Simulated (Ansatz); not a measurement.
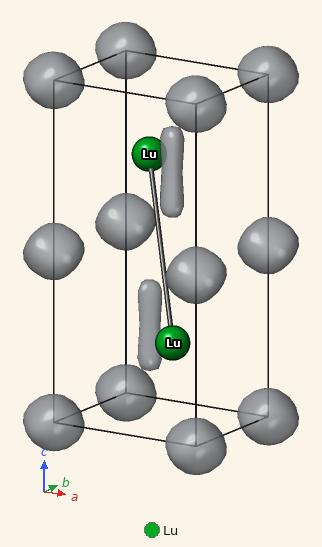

Figure. Lu. Isosurface of the ELF at 0.65 (grey), seen slightly off an axis. Core shells and regions of very low density are left out. Sticks mark near contacts.

Space group P6₃/mmc; started from the hcp prototype.

All numbers below come from DFT PBE, scalar-relativistic, plane waves, PAW (Ansatz).

In a PAW calculation such maps are meaningful between the atoms, not at the nuclei.

```
CELL_PARAMETERS angstrom
3.51000 0.00000 0.00000
-1.75500 3.03975 0.00000
0.00000 0.00000 5.56335
ATOMIC_POSITIONS crystal
Lu 0.33333 0.66667 0.75000
Lu 0.66667 0.33333 0.25000
```

> What do the ELF domains correspond to?

The surface consists of four pockets between the atoms, centred on no nucleus (multi-centre or interstitial), counted in one cell of 2 atoms. Any copies at cell faces, edges or corners count once. There are no localised bonds or lone pairs at this value. Along the contacts the grid gives the following. Lu–Lu (3.44 Å): the ELF is about 0.20 at the midpoint (no localised pair shows between them). Lu–Lu (3.51 Å): the ELF is about 0.25 at the midpoint (no localised pair shows between them).
